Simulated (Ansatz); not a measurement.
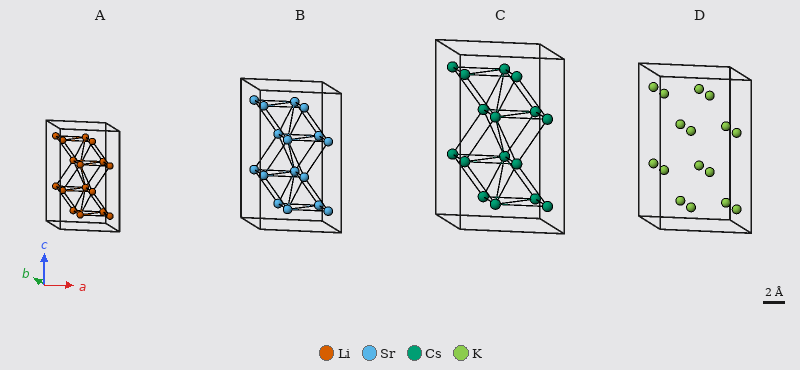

One structure type (space group Cmcm for the parent) with different elements on its sites, each relaxed in cell and atoms to zero pressure (within 0.1 GPa). A ball-and-stick model of the cell of the calculation, reduced to other axes, repeated to show the pattern, seen from a free direction. Lengths and directions refer to the drawn axes.

Computed with DFT PBEsol, scalar-relativistic, plane waves, PAW in Ansatz. (plane-wave cutoff 420 eV; occupations gaussian; smearing width 0.1 eV; no spin polarisation) The k-mesh is chosen for each cell (16×16×8, 12×12×6, 10×10×6).

> Give the formulas, and rank the crystals by volume per atom, smallest first.

A = Li (20.2 Å³), B = Sr (52.3 Å³), D = K (72.8 Å³), C = Cs (108.3 Å³).
